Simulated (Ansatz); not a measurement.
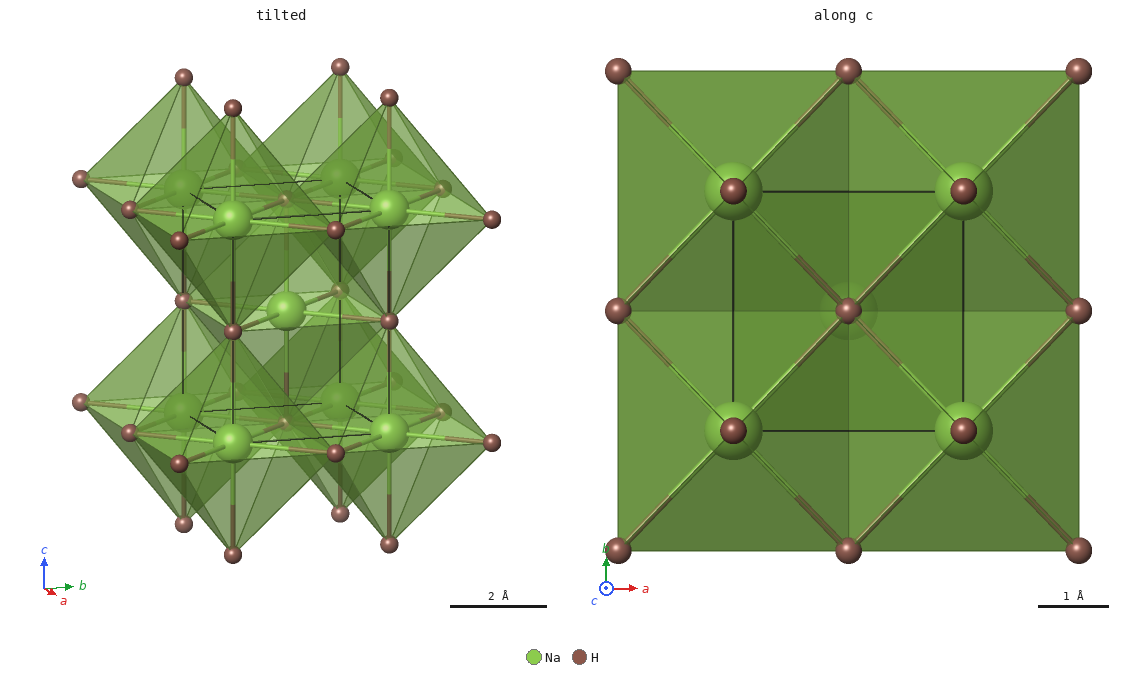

This polyhedral model is shown slightly off an axis and along the c axis. The outline marks the conventional unit cell. Some neighbours outside the box are added.

NaH, space group Immm (No. 71), a = 3.323 Å, b = 3.458 Å, c = 4.795 Å, α = 90.00°, β = 90.00°, γ = 90.00°. Its origin is a structure type filled with these elements by a generator (whether the compound takes this form wasn't checked). The cell was then strained or its atoms displaced on purpose. It was run through Ansatz as a DFT input.

This one geometry was computed with Ansatz (DFT, plane waves, PAW) at three levels of theory: r2SCAN, PBE and HSE06. It was relaxed with r2SCAN and then strained.

**How does the band gap change with the level of theory?**

PBE: a gap of 3.68 eV, indirect; r2SCAN: a gap of 4.28 eV, indirect; HSE06: a gap of 4.73 eV, indirect.

**Collect the results in a table.**

| level | cutoff (eV) | k-mesh of the run's cell | gap (eV) | pressure (GPa) |
| --- | --- | --- | --- | --- |
| r2SCAN | 500 | 10×10×10 | 4.28 | 0.0 |
| PBE | 420 | 10×10×10 | 3.68 | 0.6 |
| HSE06 | 420 | 6×6×6 | 4.73 | 0.2 |

Gaps are taken on the k-mesh or band path of each run.
